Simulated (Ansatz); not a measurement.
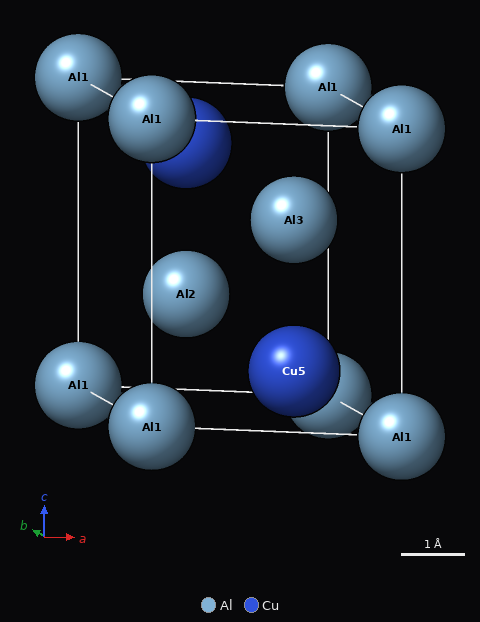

Figure 1. The structure (spheres-only view of the cell of the calculation, seen slightly off an axis; atoms are numbered from 1 in the order of the input).

**Al3Cu2: phonon calculation**

System: Al3Cu2 (P-3m1, 5 atoms in the cell).
Method: DFT PBEsol, scalar-relativistic, plane waves, PAW, no spin polarisation (Ansatz 0.2.0).

The structure derives from a Materials Project entry. It belongs to a series of runs on one base structure; here: zone-centre phonons and field response. Figures and captions count atoms from 1; the log counts them from 0 in places.

## The program's output
```
band count auto-derived: 30 (N_el = 47.0; filled up to band 24; 29 by the electrons, moments and atoms)
Engine: ansatz 0.2.0, aarch64-unknown-linux-gnu
Pseudopotentials: kind: paw
Pseudopotential: Al, paw, valence charge 3, recommended cutoff 420 eV (normal), Al.paw.azcp
Pseudopotential: Cu, paw, valence charge 19, recommended cutoff 420 eV (normal), Cu.paw.azcp
Functional definition: PBEsol
  exchange = pbesol_x
  correlation = pbesol_c
Crystal: 5 atoms, lattice volume = 72.617 Å³
Basis set: ecut = 420 eV, 1397 PW (Γ), exchange–correlation on 60×60×72 points (8 copies of the dense FFT grid, shifted against one another)
Bands: 30, of which v1, the nominal top of the filled ones, is band 24 counted from 1 (23 counted from 0)
Symmetry: 12 space group operations
k-points: 320 of 1152 (irreducible under 2 space group operations, time reversal used)
Non-local potential: Al, projectors of the file, l = 0: 2, l = 1: 2, l = 2: 1
Non-local potential: Cu, projectors of the file, l = 0: 3, l = 1: 2, l = 2: 3, l = 3: 1
PAW form: soft (Blöchl's): semilocal exchange-correlation on the pseudo side does not see the compensation charge
PAW frozen core: Al, regenerated for the run's functional, and the local potential with it (the file was generated under x = pbe(κ = 0.804, μ = 0.2195149727645171), c = pbe(β = 0.06672455060314922))
PAW frozen core: Cu, regenerated for the run's functional, and the local potential with it (the file was generated under x = pbe(κ = 0.804, μ = 0.2195149727645171), c = pbe(β = 0.06672455060314922))
PAW one-centre angular grid: Al, 110 points (default); XC on 64 Gauss nodes
PAW one-centre angular grid: Cu, 590 points (default); XC on 64 Gauss nodes
Initial density: superposition of atomic densities (neutral atoms: chi_scale 0, normalization atom), corrected by the library's trained network
Initial wavefunctions: pseudopotential atomic-orbital guess
Functional: x = pbesol(κ = 0.804, μ = 0.12345679012345678), c = pbesol(β = 0.046)
SCF iter   1: F=—  HF=-14752.097552 eV  |F-HF|=—  |Δ(HF+E_count)|=         —  Δρ=1.12e-2  dr2=5.66e-2  ethr=1.77e-3  ⟨swp⟩=6.5  Hψ=43319  notcnv=0
preconditioner: auto → Kerker (q_TF=auto, 2.537 Å⁻¹)  [metal: Δε(μ)=0.032 eV  Ē_g=8.012 eV  σ=0.150 eV  W_gap=0.05  n_scr=22 (ndim 8)  ℏωp=24.3 eV  f_vac=0.001  D(μ)=1.27/eV (n_scr^D=8)]
SCF iter   2: F=—  HF=-14752.087492 eV  |F-HF|=—  |Δ(HF+E_count)|=   1.01e-2  Δρ=1.54e-3  dr2=2.99e-3  ethr=1.20e-4  ⟨swp⟩=2.0  Hψ=15837  notcnv=0
SCF iter   3: F=—  HF=-14752.086726 eV  |F-HF|=—  |Δ(HF+E_count)|=   7.66e-4  Δρ=1.53e-3  dr2=2.52e-3  ethr=6.37e-6  ⟨swp⟩=2.3  Hψ=13103  notcnv=0
SCF iter   4: F=—  HF=-14752.086186 eV  |F-HF|=—  |Δ(HF+E_count)|=   5.39e-4  Δρ=3.88e-4  dr2=2.87e-4  ethr=5.36e-6  ⟨swp⟩=1.3  Hψ=10106  notcnv=0
SCF iter   5: F=—  HF=-14752.086126 eV  |F-HF|=—  |Δ(HF+E_count)|=   6.02e-5  Δρ=9.44e-5  dr2=1.13e-5  ethr=6.10e-7  ⟨swp⟩=1.9  Hψ=11488  notcnv=0
SCF iter   6: F=—  HF=-14752.086129 eV  |F-HF|=—  |Δ(HF+E_count)|=   2.83e-6  Δρ=4.05e-5  dr2=1.42e-6  ethr=2.41e-8  ⟨swp⟩=2.3  Hψ=14571  notcnv=0
SCF iter   7: F=—  HF=-14752.086128 eV  |F-HF|=—  |Δ(HF+E_count)|=   6.09e-7  Δρ=9.76e-6  dr2=6.53e-8  ethr=3.03e-9  ⟨swp⟩=2.0  Hψ=14453  notcnv=0
SCF iter   8: F=—  HF=-14752.086128 eV  |F-HF|=—  |Δ(HF+E_count)|=   1.25e-9  Δρ=2.32e-6  dr2=4.45e-9  ethr=1.39e-10  ⟨swp⟩=2.0  Hψ=14598  notcnv=0
SCF iter   9: F=—  HF=-14752.086128 eV  |F-HF|=—  |Δ(HF+E_count)|=   1.29e-9  Δρ=5.39e-7  dr2=2.91e-10  ethr=9.47e-12  ⟨swp⟩=2.1  Hψ=14662  notcnv=0
SCF iter  10: F=-14752.086128 eV  HF=-14752.086128 eV  |F-HF|=5.46e-12  |Δ(HF+E_count)|=  8.37e-11  Δρ=7.79e-8  dr2=5.19e-12  ethr=1.00e-12  ⟨swp⟩=4.1  Hψ=45430  notcnv=0
SCF 1 converged in 10 iterations: F = -14752.086128 eV  dr2 = 5.19e-12
  greatest PAW one-centre occupation: 1.000 electrons in one spin orbital (limit 2), on the Cu atom at site 4 (counted from 0), in its partial waves of l = 0
```

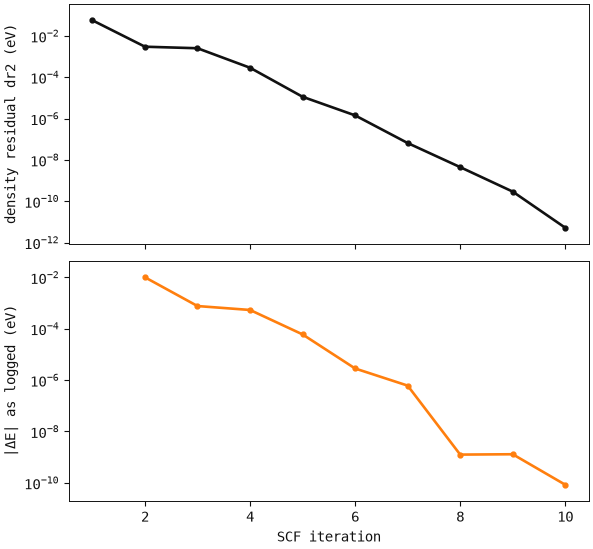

Figure 2. Convergence of the self-consistent field: density residual dr2 and size of the energy change against the SCF iteration. The residual falls at every step.

```
DFPT response loops at Γ: preconditioner auto → Kerker (q_TF=auto, 2.537 Å⁻¹) (partly filled bands, converged f_vac=0.000); β = 1.00, the filter's whole step (`scf.mixing.beta` (0.50) is not read by the response loops under this deck's `scf.mixing.preconditioner`; to damp them name `kerker` or `kerker_dos`, under which they read `scf.mixing.beta`, and type it under 1.00, their step now; both keys bind the ground state too); Broyden in place of MSR1
SCF converged after 10 iterations
Free energy (F): -14752.086128 eV
Harris-Foulkes:  -14752.086128 eV  (|F-HF|=5.46e-12)
Internal energy: -14751.990453 eV  (E = F + TS)
E sigma→0 (E₀):  -14752.038290 eV
Entropy (-TS):   -0.095676 eV (-19.135 meV/atom)
Fermi energy:    11.218982 eV
--- Per-component energies (eV) ---
  E_band       = -932.919257
  E_kinetic    = 671.930407
  E_local      = -11644.166170  (includes V_loc(G=0)·N_el)
  E_nonlocal   = 803.244202
  E_hartree    = 5226.245861
  E_xc         = -299.257615
  E_vxc        = -322.293397  (∫ρ·V_xc dr)
  E_paw        = -4608.322176  (= ΣΔE_a)
  E_vpaw       = -894.126389  (= ΣTr[D̂ρ^β])
  E_aug_tail   = 0.000516  (compensation charges beyond the density's cutoff)
  E_ewald      = -4902.135298
  E_core_change = 0.469821  (= ΣΔE_core)
  E_smearing   = -0.095676  (= −TS)
  E_closure    = -0.000000  (closes the sum)
  Σ components = -14752.086128   (vs F -14752.086128, Δ=0.00e0)
--- Band table (eV; the first three rows and the last of 320) ---
  k-point 0: bands = ["-102.7498", "-102.7484", "-60.2674", "-60.2615", "-60.2565", "-60.2565", "-60.2494", "-60.2494", "-0.0424", "4.8140", "5.3252", "5.8940", "5.8940", "6.2548", "6.2548", "6.7718", "6.7718", "7.1519", "7.1519", "7.6125", "7.6130", "11.0276", "11.0276", "12.5789", "12.5789", "13.7134", "14.0838", "16.5553", "16.5603", "16.5603"]
  k-point 1: bands = ["-102.7498", "-102.7484", "-60.2674", "-60.2615", "-60.2565", "-60.2565", "-60.2494", "-60.2494", "0.0463", "4.2336", "5.5577", "5.8812", "5.8812", "6.2467", "6.2467", "6.7927", "6.7927", "7.1125", "7.1517", "7.1517", "8.6377", "11.1289", "11.1289", "12.6290", "12.6290", "13.7349", "14.1369", "15.7228", "15.7228", "16.3474"]
  k-point 2: bands = ["-102.7498", "-102.7484", "-60.2674", "-60.2615", "-60.2565", "-60.2565", "-60.2494", "-60.2494", "0.3060", "3.3210", "5.7307", "5.8525", "5.8525", "6.2260", "6.2260", "6.8481", "6.8481", "6.9303", "7.1454", "7.1454", "10.0776", "11.4265", "11.4265", "12.7614", "12.7614", "13.7975", "14.2842", "14.6793", "14.6793", "15.6148"]
  k-point 319: bands = ["-102.7493", "-102.7489", "-60.2665", "-60.2650", "-60.2574", "-60.2529", "-60.2506", "-60.2487", "3.1150", "3.9071", "4.9846", "5.3484", "5.7305", "6.0358", "6.3132", "6.4651", "6.6273", "6.8764", "6.9713", "6.9945", "7.5782", "7.9256", "8.0368", "9.2284", "15.0180", "15.4148", "15.8115", "15.8937", "16.5334", "16.9726"]
--- Phonons (Γ-DFPT): 6 representative perturbations + reference, on 320 of 1152 k-points (Σ response iterations 22) ---
  k mesh reduced under 2 symmetry operations, with k and −k counted as one. Each operation leaves every solved perturbation unchanged. A smaller set is not used because it would not reduce the number of displacements times k-points to solve
  ASR residual: 3.560e-4 → 0.000e0 eV/Å²; symmetrization residual: 8.898e-6 eV/Å²
  ASR residual per site (eV/Å²): 2.14e-5 2.46e-5 2.46e-5 3.56e-4 3.56e-4
  Γ frequencies (cm⁻¹): 0.00 0.00 0.00 125.48 125.48 153.97 183.07 199.50 199.50 270.80 270.80 321.72 321.72 322.46 355.09
  non-analytic LO–TO correction: not included (Born effective charges unavailable; polar crystals: no LO–TO splitting at Γ)
```

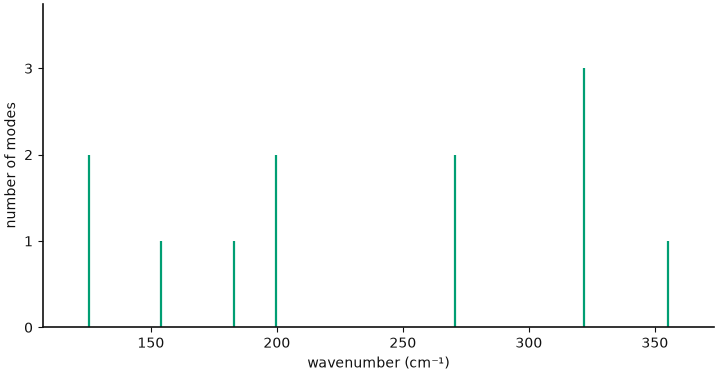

Figure 3. Optical phonons at the zone centre (no LO–TO term); neighbouring modes closer than 3 cm⁻¹ are counted in one stick. 12 modes from 125 to 355 cm⁻¹, none imaginary.

The run was set up as follows.

## Input
```yaml
crystal:
  lattice:
    - [4.1010186881, 0.0, 0.0]
    - [-2.0505093441, 3.5515863653, 0.0]
    - [0.0, 0.0, 4.9856658814]
  atoms:
    - { symbol: Al, position: [0.0, 0.0, 0.0] }
    - { symbol: Al, position: [0.3333333333, 0.6666666667, 0.3517133478] }
    - { symbol: Al, position: [0.6666666667, 0.3333333333, 0.6482866522] }
    - { symbol: Cu, position: [0.3333333333, 0.6666666667, 0.8428399938] }
    - { symbol: Cu, position: [0.6666666667, 0.3333333333, 0.1571600062] }
basis:
  ecutwfc: 420
kpoints:
  mp_grid: { grid: [12, 12, 8] }
hamiltonian:
  xc: pbesol
scf:
  occupations: { method: fermi_dirac, width: 0.15 }
output:
  eigenvalues: true
phonons:
  method: dfpt
  eigenvectors: true
```

Run as:
```bash
ansatz run input.yaml --threads 2 --pin off --max-ram 7168MiB --backend cpu --events-out ev --progress --plain --runs-dir out
```

## Key numbers

```csv
quantity,value
outcome,converged
space group (tolerance 0.01 Å),P-3m1 (164)
electrons treated,47
free energy,−14752.0861 eV
Fermi energy,11.219 eV
gap on the k-point mesh,none (metallic)
hardware,"2 threads of Arm Neoverse V1, 24 GiB of memory available, shared host"
wall time,5.1 min (CPU time 9.9 min)
peak memory,2.3 GiB
```

## Notes

Results for this metal are sensitive to the k-point mesh.
